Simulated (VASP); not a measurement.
**Run report: CoSi, geometry relaxation (part 2 of 3)**

Continued. System: CoSi (P2₁3, 8 atoms in the cell). Method: Kohn-Sham DFT of a periodic cell, PBE, VASP PAW PBE potentials, recommended, no spin polarisation (VASP 6.6.1); cutoff 600 eV, 8×8×8 k-mesh, Gaussian smearing of 0.1 eV. The structure derives from an entry of the Crystallography Open Database.

Geometry of the input (Å; fractional positions):
```
4.4380  0.0000  0.0000
0.0000  4.4380  0.0000
0.0000  0.0000  4.4380
Co 0.1400  0.1400  0.1400
Co 0.3600  0.8600  0.6400
Co 0.6400  0.3600  0.8600
Co 0.8600  0.6400  0.3600
Si 0.8430  0.8430  0.8430
Si 0.6570  0.1570  0.3430
Si 0.3430  0.6570  0.1570
Si 0.1570  0.3430  0.6570
```

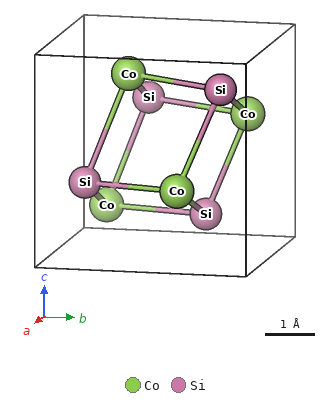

The input geometry (ball-and-stick view of the cell of the calculation, seen slightly off an axis).

Parts of OUTCAR, continued:
```
   k-points           NKPTS =     45   k-points in BZ     NKDIM =     45   number of bands    NBANDS=     31
   number of dos      NEDOS =    301   number of ions     NIONS =      8
   total plane-waves  NPLWV =  46656
   dimension x,y,z NGX =    36 NGY =   36 NGZ =   36
   dimension x,y,z NGXF=    72 NGYF=   72 NGZF=   72
   ions per type =               4   4
   NGX,Y,Z   is equivalent  to a cutoff of  13.49, 13.49, 13.49 a.u.
   NGXF,Y,Z  is equivalent  to a cutoff of  26.97, 26.97, 26.97 a.u.
 SYSTEM =  unknown system
   PREC   = accura    normal or accurate (medium, high low for compatibility)
   ISTART =      0    job   : 0-new  1-cont  2-samecut
   ICHARG =      2    charge: 1-file 2-atom 10-const
   ISPIN  =      1    spin polarized calculation?
   LNONCOLLINEAR =      F non collinear calculations
   LSORBIT =      F    spin-orbit coupling
   LASPH  =      T    aspherical Exc in radial PAW
   ENCUT  =  600.0 eV  44.10 Ry    6.64 a.u.   8.86  8.86  8.86*2*pi/ulx,y,z
   NELM   =    100;   NELMIN=  2; NELMDL= -5     # of ELM steps
   EDIFF  = 0.1E-06   stopping-criterion for ELM
   LREAL  =      F    real-space projection
   EDIFFG = -.4E-02   stopping-criterion for IOM
   NSW    =     80    number of steps for IOM
   IBRION =      2    ionic relax: 0-MD 1-quasi-New 2-CG
   NFREE  =      1    steps in history (QN), initial steepest desc. (CG)
   ISIF   =      3    stress and relaxation
   ISYM   =      2    0-nonsym 1-usesym 2-fastsym
   POTIM  = 0.5000    time-step for ionic-motion
   TEBEG  =    0.0;   TEEND  =   0.0 temperature during run
   PSTRESS=    0.0 pullay stress
   NELECT =      52.0000    total number of electrons
   NUPDOWN=      -1.0000    fix difference up-down
   EMIN   =  10.00;   EMAX   =-10.00  energy-range for DOS
   EFERMI =   0.00;   METHOD = LEGACY
   ISMEAR =     0;   SIGMA  =   0.10  broadening in eV -4-tet -1-fermi 0-gaus
   EFERMI_NEDOS =   21; number of points for ismear=-14 and -15
   IALGO  =     38    algorithm
   IMIX   =      4    mixing-type and parameters
     AMIX     =   0.40;   BMIX     =  1.00
     AMIX_MAG =   1.60;   BMIX_MAG =  1.00
  volume/ion in A,a.u.               =      10.93        73.73
  Fermi-wavevector in a.u.,A,eV,Ry     =   1.376856  2.601881 25.793021  1.895734
  Thomas-Fermi vector in A             =   2.502063
   LORBIT       =      0    0 simple, 1 ext, 2 COOP (PROOUT), +10 PAW based schemes
   GGA     = PE    functional components
   LHFCALC =     F    Hartree Fock is set to
   AEXX    =    0.0000 exact exchange contribution
   IVDW    =     0    specifies the selected vdW correction
   LEPSILON=     F    determine dielectric tensor
   LRPA    =     F    only Hartree local field effects (RPA)
 conjugate gradient relaxation of ions
 non-spin polarized calculation
 Gauss-broadening in eV      SIGMA  =   0.10
  energy-cutoff  :      600.00
  volume of cell :       87.41
 maximum number of plane-waves:      2968
   NGX = 17   NGY = 17   NGZ = 17

--------------------------------------- Ionic step        1  -------------------------------------------

 number of electron      51.9999992 magnetization

 Free energy of the ion-electron system (eV)
  ---------------------------------------------------
  ext. energy  EPLUGINS =         0.00000000
  ---------------------------------------------------
  free energy    TOTEN  =       -54.72875653 eV

  energy without entropy =      -54.72155427  energy(sigma->0) =      -54.72515540

------------------------ aborting loop because EDIFF is reached ----------------------------------------

  FORCE on cell =-STRESS in cart. coord.  units (eV):
  Direction    XX          YY          ZZ          XY          YZ          ZX
  --------------------------------------------------------------------------------------
  -------------------------------------------------------------------------------------
  Total       -0.2237600     -0.2237600     -0.2237600      0.0000000     -0.0000000      0.0000000
  in kB       -4.1013903     -4.1013903     -4.1013903      0.0000000     -0.0000000      0.0000000
  external PRESSURE =      -4.1013903 kB  Pullay stress =       0.0000000 kB

 VOLUME and BASIS-vectors are now :
 -----------------------------------------------------------------------------
  energy-cutoff  :      600.00
  volume of cell :       87.41
      direct lattice vectors                 reciprocal lattice vectors
     4.438000000  0.000000000  0.000000000     0.225326724  0.000000000  0.000000000
     0.000000000  4.438000000  0.000000000     0.000000000  0.225326724  0.000000000
     0.000000000  0.000000000  4.438000000     0.000000000  0.000000000  0.225326724

 POSITION                                       TOTAL-FORCE (eV/Angst)
 -----------------------------------------------------------------------------------
      0.62132      0.62132      0.62132         0.156672      0.156672      0.156672
      1.59768      3.81668      2.84032        -0.156672     -0.156672      0.156672
      2.84032      1.59768      3.81668         0.156672     -0.156672     -0.156672
      3.81668      2.84032      1.59768        -0.156672      0.156672     -0.156672
      3.74123      3.74123      3.74123        -0.020974     -0.020974     -0.020974
      2.91577      0.69677      1.52223         0.020974      0.020974     -0.020974
      1.52223      2.91577      0.69677        -0.020974      0.020974      0.020974
      0.69677      1.52223      2.91577         0.020974     -0.020974      0.020974
 -----------------------------------------------------------------------------------
    total drift:                               -0.000000      0.000000      0.000000

  FREE ENERGIE OF THE ION-ELECTRON SYSTEM (eV)
  ---------------------------------------------------
  free  energy   TOTEN  =       -54.7287565329 eV

  energy  without entropy=      -54.7215542747  energy(sigma->0) =      -54.72515540

--------------------------------------- Ionic step        2  -------------------------------------------

 number of electron      52.0000001 magnetization

------------------------ aborting loop because EDIFF is reached ----------------------------------------

  FORCE on cell =-STRESS in cart. coord.  units (eV):
  Direction    XX          YY          ZZ          XY          YZ          ZX
  --------------------------------------------------------------------------------------
  -------------------------------------------------------------------------------------
  Total        0.1056511      0.1056511      0.1056511      0.0000000      0.0000000      0.0000000
  in kB        1.9443835      1.9443835      1.9443835      0.0000000      0.0000000      0.0000000
  external PRESSURE =       1.9443835 kB  Pullay stress =       0.0000000 kB

 VOLUME and BASIS-vectors are now :
 -----------------------------------------------------------------------------
  energy-cutoff  :      600.00
  volume of cell :       87.06
      direct lattice vectors                 reciprocal lattice vectors
     4.432011598  0.000000000  0.000000000     0.225631178  0.000000000  0.000000000
     0.000000000  4.432011598  0.000000000    -0.000000000  0.225631178  0.000000000
     0.000000000 -0.000000000  4.432011598     0.000000000  0.000000000  0.225631178

 POSITION                                       TOTAL-FORCE (eV/Angst)
 -----------------------------------------------------------------------------------
      0.62803      0.62803      0.62803         0.108027      0.108027      0.108027
      1.58798      3.80398      2.84404        -0.108027     -0.108027      0.108027
      2.84404      1.58798      3.80398         0.108027     -0.108027     -0.108027
      3.80398      2.84404      1.58798        -0.108027      0.108027     -0.108027
      3.73518      3.73518      3.73518         0.008827      0.008827      0.008827
      2.91284      0.69684      1.51917        -0.008827     -0.008827      0.008827
      1.51917      2.91284      0.69684         0.008827     -0.008827     -0.008827
      0.69684      1.51917      2.91284        -0.008827      0.008827     -0.008827
 -----------------------------------------------------------------------------------
    total drift:                               -0.000000      0.000000      0.000000

  FREE ENERGIE OF THE ION-ELECTRON SYSTEM (eV)
  ---------------------------------------------------
  free  energy   TOTEN  =       -54.7411033041 eV

  energy  without entropy=      -54.7340326799  energy(sigma->0) =      -54.73756799

--------------------------------------- Ionic step        3  -------------------------------------------

 number of electron      52.0000002 magnetization

------------------------ aborting loop because EDIFF is reached ----------------------------------------

  FORCE on cell =-STRESS in cart. coord.  units (eV):
  Direction    XX          YY          ZZ          XY          YZ          ZX
  --------------------------------------------------------------------------------------
  -------------------------------------------------------------------------------------
  Total        0.6151989      0.6151989      0.6151989      0.0000000     -0.0000000      0.0000000
  in kB       11.3872522     11.3872522     11.3872522      0.0000000     -0.0000000      0.0000000
  external PRESSURE =      11.3872522 kB  Pullay stress =       0.0000000 kB

 VOLUME and BASIS-vectors are now :
 -----------------------------------------------------------------------------
  energy-cutoff  :      600.00
  volume of cell :       86.56
      direct lattice vectors                 reciprocal lattice vectors
     4.423530990  0.000000000  0.000000000     0.226063749  0.000000000  0.000000000
     0.000000000  4.423530990  0.000000000    -0.000000000  0.226063749  0.000000000
     0.000000000 -0.000000000  4.423530990     0.000000000  0.000000000  0.226063749

 POSITION                                       TOTAL-FORCE (eV/Angst)
 -----------------------------------------------------------------------------------
      0.63751      0.63751      0.63751         0.035753      0.035753      0.035753
      1.57425      3.78602      2.84928        -0.035753     -0.035753      0.035753
      2.84928      1.57425      3.78602         0.035753     -0.035753     -0.035753
      3.78602      2.84928      1.57425        -0.035753      0.035753     -0.035753
      3.72660      3.72660      3.72660         0.045854      0.045854      0.045854
      2.90870      0.69693      1.51483        -0.045854     -0.045854      0.045854
      1.51483      2.90870      0.69693         0.045854     -0.045854     -0.045854
      0.69693      1.51483      2.90870        -0.045854      0.045854     -0.045854
 -----------------------------------------------------------------------------------
    total drift:                               -0.000000     -0.000000      0.000000

  FREE ENERGIE OF THE ION-ELECTRON SYSTEM (eV)
  ---------------------------------------------------
  free  energy   TOTEN  =       -54.7479085767 eV

  energy  without entropy=      -54.7410280204  energy(sigma->0) =      -54.74446830

--------------------------------------- Ionic step        4  -------------------------------------------

 number of electron      52.0000008 magnetization

------------------------ aborting loop because EDIFF is reached ----------------------------------------

  FORCE on cell =-STRESS in cart. coord.  units (eV):
  Direction    XX          YY          ZZ          XY          YZ          ZX
  --------------------------------------------------------------------------------------
  -------------------------------------------------------------------------------------
  Total       -0.9048907     -0.9048907     -0.9048907      0.0000000     -0.0000000      0.0000000
  in kB      -16.5603600    -16.5603600    -16.5603600      0.0000000     -0.0000000      0.0000000
  external PRESSURE =     -16.5603600 kB  Pullay stress =       0.0000000 kB

 VOLUME and BASIS-vectors are now :
 -----------------------------------------------------------------------------
  energy-cutoff  :      600.00
  volume of cell :       87.55
      direct lattice vectors                 reciprocal lattice vectors
     4.440299951  0.000000000  0.000000000     0.225210011  0.000000000  0.000000000
     0.000000000  4.440299951  0.000000000    -0.000000000  0.225210011  0.000000000
     0.000000000 -0.000000000  4.440299951     0.000000000 -0.000000000  0.225210011

 POSITION                                       TOTAL-FORCE (eV/Angst)
 -----------------------------------------------------------------------------------
      0.64760      0.64760      0.64760        -0.034808     -0.034808     -0.034808
      1.57255      3.79270      2.86775         0.034808      0.034808     -0.034808
      2.86775      1.57255      3.79270        -0.034808      0.034808      0.034808
      3.79270      2.86775      1.57255         0.034808     -0.034808      0.034808
      3.74284      3.74284      3.74284         0.013845      0.013845      0.013845
      2.91761      0.69746      1.52269        -0.013845     -0.013845      0.013845
      1.52269      2.91761      0.69746         0.013845     -0.013845     -0.013845
      0.69746      1.52269      2.91761        -0.013845      0.013845     -0.013845
 -----------------------------------------------------------------------------------
    total drift:                               -0.000000      0.000000      0.000000

  FREE ENERGIE OF THE ION-ELECTRON SYSTEM (eV)
  ---------------------------------------------------
  free  energy   TOTEN  =       -54.7468468323 eV

  energy  without entropy=      -54.7399066433  energy(sigma->0) =      -54.74337674

--------------------------------------- Ionic step        5  -------------------------------------------

 number of electron      52.0000004 magnetization

------------------------ aborting loop because EDIFF is reached ----------------------------------------

  FORCE on cell =-STRESS in cart. coord.  units (eV):
  Direction    XX          YY          ZZ          XY          YZ          ZX
  --------------------------------------------------------------------------------------
  -------------------------------------------------------------------------------------
  Total       -0.0833018     -0.0833018     -0.0833018     -0.0000000     -0.0000000      0.0000000
  in kB       -1.5339977     -1.5339977     -1.5339977     -0.0000000     -0.0000000      0.0000000
  external PRESSURE =      -1.5339977 kB  Pullay stress =       0.0000000 kB

 VOLUME and BASIS-vectors are now :
 -----------------------------------------------------------------------------
  energy-cutoff  :      600.00
  volume of cell :       87.00
      direct lattice vectors                 reciprocal lattice vectors
     4.431119797  0.000000000  0.000000000     0.225676589  0.000000000  0.000000000
     0.000000000  4.431119797  0.000000000    -0.000000000  0.225676589  0.000000000
     0.000000000 -0.000000000  4.431119797     0.000000000 -0.000000000  0.225676589

 POSITION                                       TOTAL-FORCE (eV/Angst)
```
